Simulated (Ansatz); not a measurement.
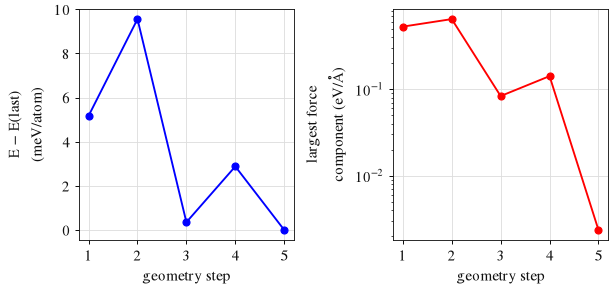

History of a geometry optimisation. The volume is held, while cell shape and atoms may move. A closing SCF on a freshly chosen basis isn't drawn.

```
crystal:
  lattice:
    - [3.2267219998, 0.0, 0.0]
    - [-1.6133609999, 2.7944232227, 0.0]
    - [0.0, 0.0, 12.4218361386]
  atoms:
    - { symbol: W, position: [0.6666666667, 0.3333333333, 0.2500108211] }
    - { symbol: W, position: [0.3333333333, 0.6666666667, 0.7499891789] }
    - { symbol: Se, position: [0.3333333333, 0.6666666667, 0.3843686753] }
    - { symbol: Se, position: [0.6666666667, 0.3333333333, 0.8843472903] }
    - { symbol: Se, position: [0.3333333333, 0.6666666667, 0.1156527097] }
    - { symbol: Se, position: [0.6666666667, 0.3333333333, 0.6156313247] }
basis:
  ecutwfc: 420
kpoints:
  mp_grid: { grid: [9, 9, 2] }
hamiltonian:
  xc: pbe
  dispersion: d3bj
scf:
  occupations: { method: gaussian, width: 0.02 }
  lower_state_search: standard
output:
  forces: true
  eigenvalues: true
  stress: true
relax:
  adjacent_minimum: "off"
  f_tol: 0.01
  max_steps: 30
  cell: { stress_tol: 0.1, fix: [volume] }
```

Command:
```bash
ansatz run input.yaml --threads 1 --pin off --max-ram 2560MiB --backend cpu --events-out ev --progress --plain --runs-dir out
```

Q: How did the optimisation end?

A: The optimisation met its thresholds at geometry 5, counting the start as the first. The energy fell by about 5.2 meV/atom from the first step to the last. Steps 2 and 4 went uphill and were rejected by the line search. The largest force component goes from about 0.53 eV/Å at the start to 2.4 × 10⁻³ eV/Å at the end.

Q: Is anything amiss with this input?

A: Its settings were drawn outside the usual range, so the numbers aren't converged properties of the system.
